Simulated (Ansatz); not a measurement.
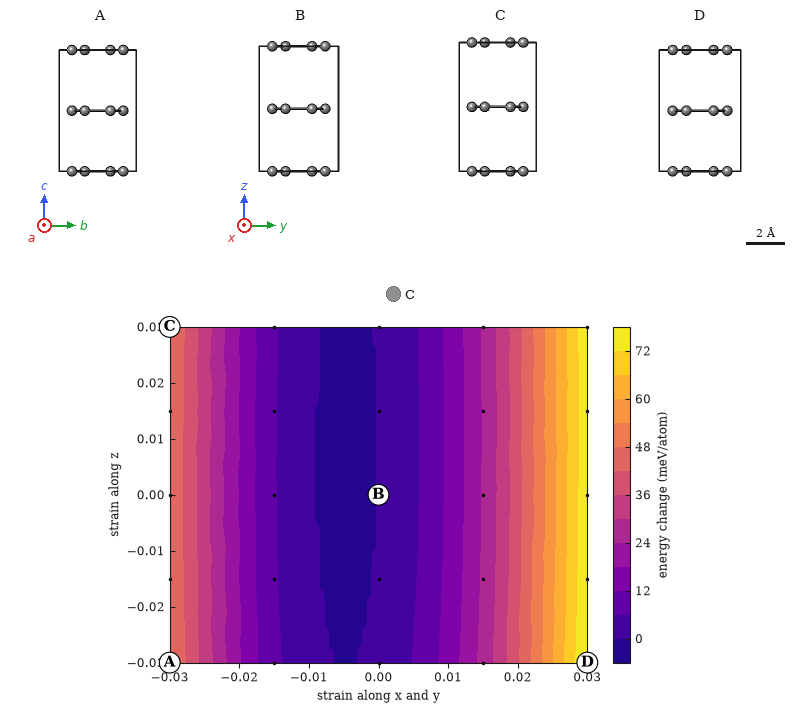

A scan of crystalline C (Fmmm): the cell is strained equally along x and y and separately along z, with the atoms kept at their fractional coordinates. x, y and z are the Cartesian axes of the input. The map is interpolated between the computed points (dots). The lettered frames are marked on it. A ball-and-stick model of the conventional cell (4 times the calculation's cell), repeated 1 × 1 × 1 with one cell outlined, seen along the a axis. Lengths and directions refer to the drawn axes.

Computed with DFT LDA, scalar-relativistic, plane waves, PAW (Ansatz 0.2.0). (plane-wave cutoff 420 eV; k-point mesh 14 × 14 × 14; occupations gaussian; smearing width 0.05 eV; no spin polarisation). Energies (free energies at the smearing named) are counted from the cell as listed in its source, which wasn't relaxed.

Q: What does the map show?

A: In pairs of (strain along x and y; strain along z): the lowest computed points lie at (0.000, 0.000), (0.000, 0.015) (0.0 meV/atom), the highest at (0.030, −0.030) (77.9 meV/atom).  Over the ranges scanned the energy rises more along the first axis, the in-plane strain. The pressure runs from −25.8 GPa at (0.030, −0.030) to 26.1 GPa at (−0.030, −0.030). The frames lie at A (−0.030, −0.030): 48.4 meV/atom, B (0.000, 0.000): 0.0 meV/atom, C (−0.030, 0.030): 48.0 meV/atom, D (0.030, −0.030): 77.9 meV/atom.

Limits of the set-up: layers or molecules are held without a dispersion correction, so their spacing is unreliable.
